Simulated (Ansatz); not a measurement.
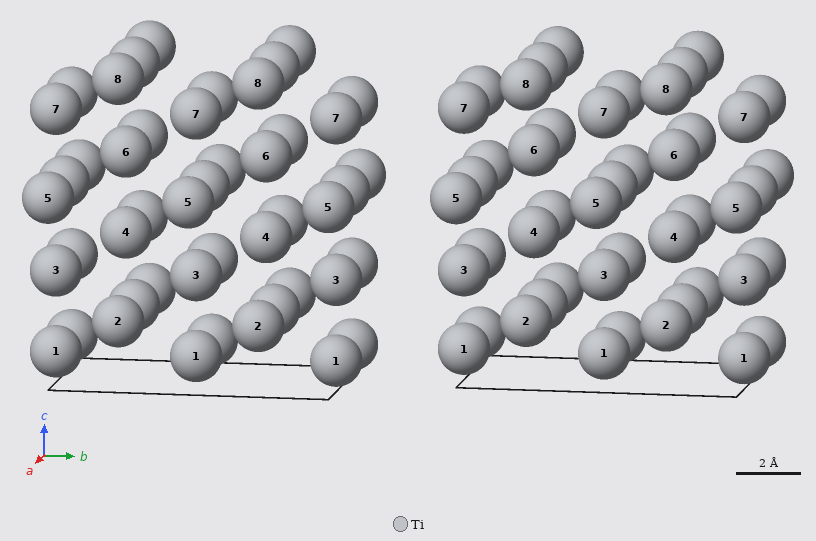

Two geometries of a slab of composition Ti (cut from the P6/mmm phase), drawn at one scale. One is the start of a relaxation, the other its converged end. Style: spheres-only. Shown: the 2 × 2 repeat of the cell, outlined in the plane, without the vacuum, slightly off an axis.

The calculation used Ansatz, DFT PBEsol, scalar-relativistic, plane waves, PAW. Set-up: plane-wave cutoff 420 eV; k-point mesh 12 × 8 × 1; occupations gaussian; smearing width 0.1 eV; no spin polarisation; dipole correction; atoms relaxed in a fixed cell; force threshold 0.02 eV/Å; at most 60 steps.

Question: Which geometry has the lower energy?

Answer: The right one is the relaxed one. Case: (1 0 0) slab, atoms relaxed. The slab is the (1 0 0) face of Ti. The atom that moves furthest relative to the layer's centre is Ti8 (0.18 Å along the normal (−c)). The lattice vectors keep their values. Some distances before and after: Ti6–Ti8 2.959 → 2.763 Å, Ti7–Ti8 2.959 → 2.869 Å, Ti1–Ti3 2.607 → 2.532 Å, Ti5–Ti7 2.959 → 3.006 Å. The energy falls by 0.119 eV per cell of the calculation in 3 geometry steps. Largest force component: 0.84 eV/Å at the start, 0.0083 eV/Å at the end. Cost: 3.5 min on 1 thread of Arm Neoverse V2 (shared host), peak memory 0.71 GiB.
